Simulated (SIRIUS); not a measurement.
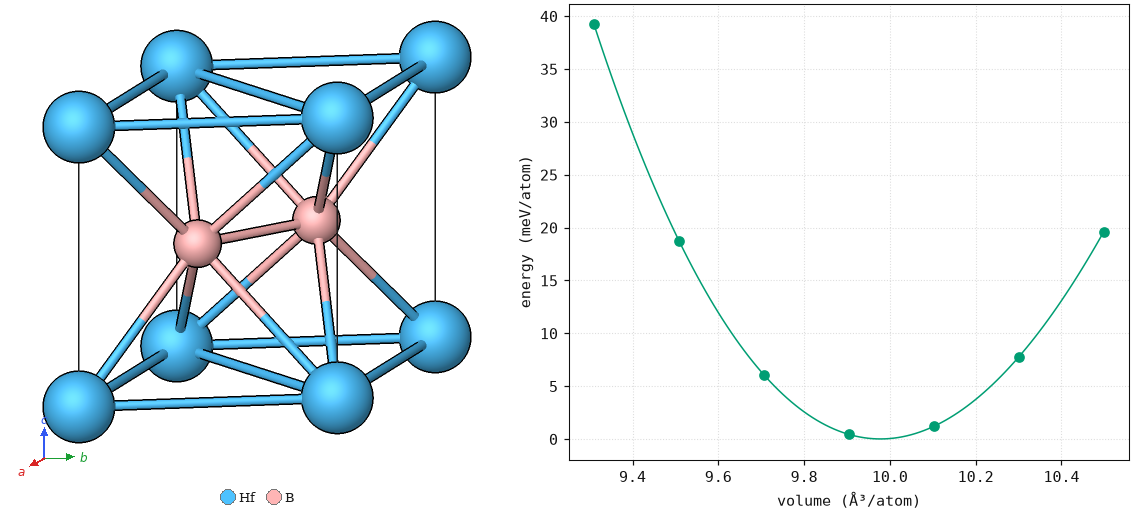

The picture above shows the energy against volume for HfB₂, space group P6/mmm (No. 191). The conventional cell is drawn beside the plot.

The given structure:
```
CELL_PARAMETERS angstrom
3.14000 0.00000 0.00000
-1.57000 2.71932 0.00000
0.00000 0.00000 3.48000
ATOMIC_POSITIONS crystal
Hf 0.00000 0.00000 0.00000
B 0.66667 0.33333 0.50000
B 0.33333 0.66667 0.50000
```

Method: plane-wave DFT, no spin polarisation; energies at scaled volumes of the given cell, shape and fractions fixed, counted from the fit's minimum, third-order Birch-Murnaghan fit (SIRIUS 7.10.0). Level: PBE.

k mesh 5×5×4; occupations Fermi–Dirac; smearing width 0.05 eV; potentials dojo sr pbe 0.4.1 standard; wave cutoff 1054 eV; density cutoff 4214 eV.

This calculation gives: equilibrium volume 9.98 Å³/atom and bulk modulus 251 GPa.

Now the level changes from PBE to AM05. What happens?

The equilibrium volume falls from 9.98 to 9.76 Å³/atom (−2.2 %) and the bulk modulus rises from 251 to 264 GPa (+5.2 %).

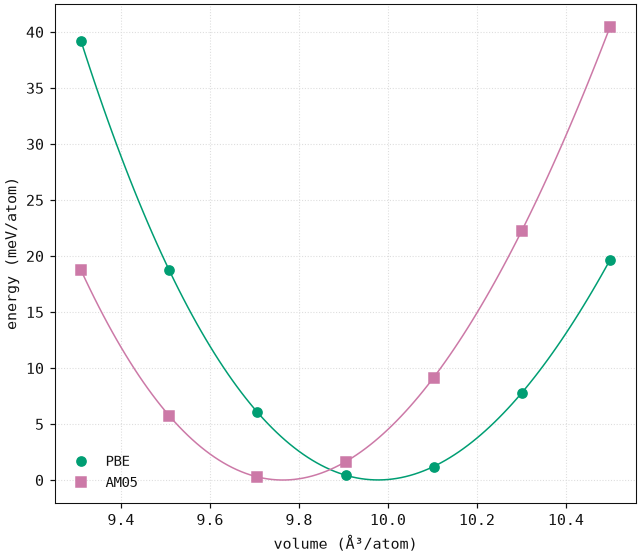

The two results together.

For both, limits of the calculation: coarse k mesh; shape and atomic fractions are frozen while scaling, which makes layered, chain and framework solids too stiff.

V0 and the bulk modulus come from third-order Birch–Murnaghan fits.
